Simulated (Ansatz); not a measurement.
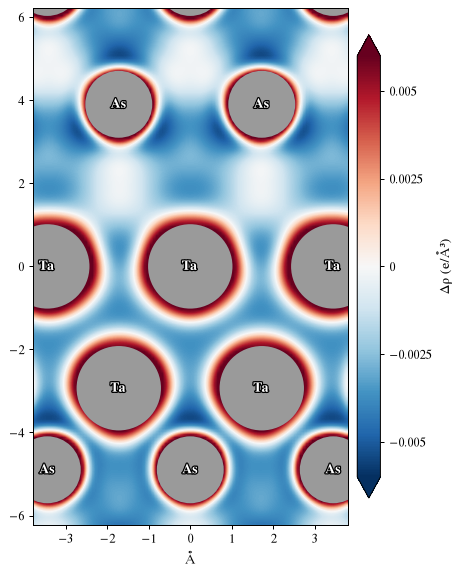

TaAs: difference of two self-consistent densities at the same geometry, ρ(LDA) − ρ(PBE), on the (100) plane of the conventional cell. Grey discs cover the cores, where the PAW densities can't be compared. Cores are masked to 1.0 Å (Ta) and 0.8 Å (As).

Space group I4_1md. Spin-orbit coupling, left out here, splits and shifts the levels of such heavy elements, by tenths of an eV up to several eV. The cell comes from a database of computed structures, not from a measurement.

Both runs: Ansatz, scalar-relativistic, plane waves and PAW, same cutoff, k-points and PAW files (made with PBE).

Question: How does the change of level move the electrons?

Answer: Against PBE, and outside the masked cores, the largest gain lies at the edge of the masked core of As, and the largest loss, 0.005 e/Å³, lies 1.3 Å from an arsenic nucleus and 1.8 Å from a tantalum one.
- Bader charges are Ta +1.11 and As −1.11 e with PBE and Ta +1.03 and As −1.03 e with LDA.
- At this volume the pressure is 2 GPa with PBE and −8 GPa with LDA.

Run times: 110 s (LDA) and 110 s (base cell), on 1 thread of Arm Neoverse N1 (shared host).
